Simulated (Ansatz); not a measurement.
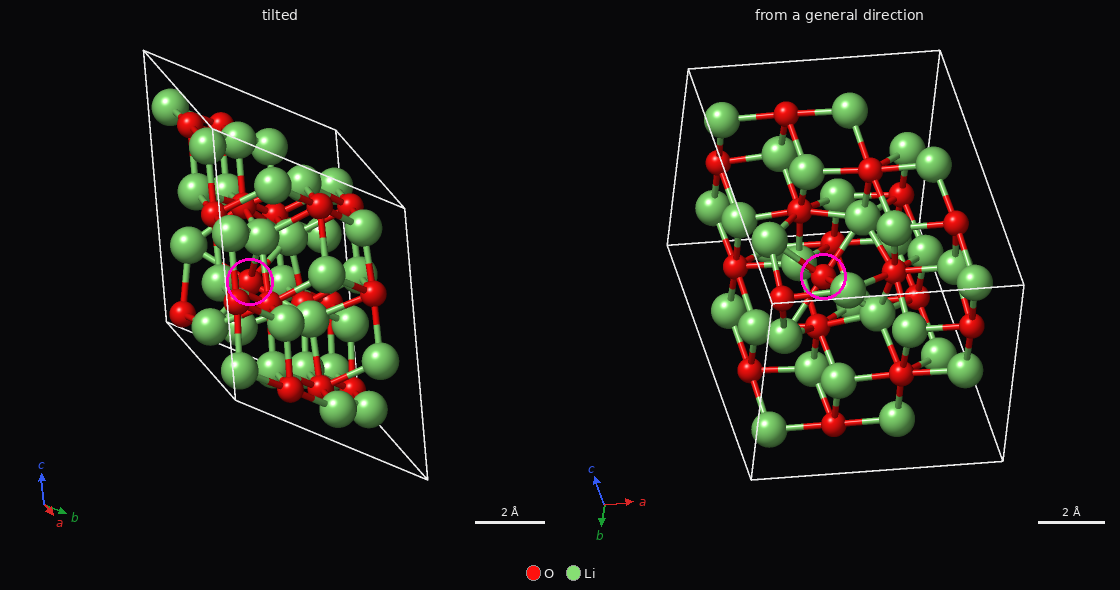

View slightly off an axis and from a general direction, drawn as a ball-and-stick model. The frame is the supercell; atoms at its boundary are shown with their periodic copies. The host is Li$_{2}$O, in a cell of 48 sites, and the cell is neutral. A ring marks the defect's site.

**How does this supercell depart from the perfect host?**

Oxygen on a lithium site (an antisite). It is bonded to six Li in an octahedral arrangement at about 2.2 Å.

Results below were computed with DFT PBE, scalar-relativistic, plane waves, PAW (Ansatz 0.2.0); the settings were wavefunction cutoff 420 eV, a 2×2×2 grid in reciprocal space, Gaussian smearing of 0.01 eV, collinear spins.

**Does the cell have a net magnetic moment?**

Yes, 3.0 μB in the cell.

The atoms were relaxed in the host's cell with DFT PBE, scalar-relativistic, plane waves, PAW in Ansatz.
